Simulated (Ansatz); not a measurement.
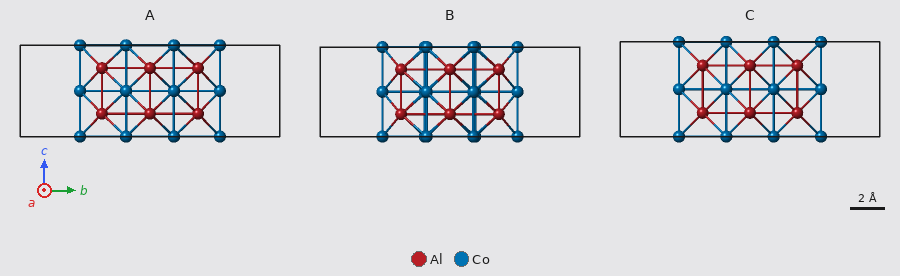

3 geometries from one relaxation of a wire of composition AlCo, in shuffled order. Style: ball-and-stick. Shown: the 2 repeat of the cell, with the vacuum cut short (origin shifted), along the a axis.

Case: wire along [0 0 1], 16 atoms a period.

Theory: DFT PBEsol, scalar-relativistic, plane waves, PAW in Ansatz 0.2.0. Settings: plane-wave cutoff 420 eV; k-point mesh 1 × 1 × 19; occupations gaussian; smearing width 0.05 eV; no spin polarisation; cell relaxed at fixed a, b, alpha, beta, gamma; force threshold 0.02 eV/Å; at most 45 steps.

Order the frames from highest to lowest energy.

Answer. C, A, B. They are steps 0, 1, 5, at +0.976 eV per cell of the calculation, +0.232 eV per cell of the calculation relative to the last. After 4 accepted moves (5 points after the start) the energy has fallen by 0.976 eV per cell of the calculation. The largest force component goes from 1.3 to 0.014 eV/Å. The SCF was repeated once at an unchanged geometry on a basis and grid sized afresh for the cell, which shifted the energy by 4.6 meV per cell of the calculation at most. The largest moves relative to the centre of the atoms, 0.22 Å, are those of Al atoms. Largest moves by element: Al 0.22 Å, Co 0.21 Å. Along the periodic axis the drawn cell goes c 5.645 → 5.337 Å (−5.5 %). Some distances before and after: Al–Al 2.823 → 3.224 Å, Co–Co 2.823 → 2.523 Å, Co–Co 2.823 → 3.010 Å, Co–Co 2.823 → 2.668 Å.

Limits of the set-up: an element that often carries a moment was run without spin polarisation.
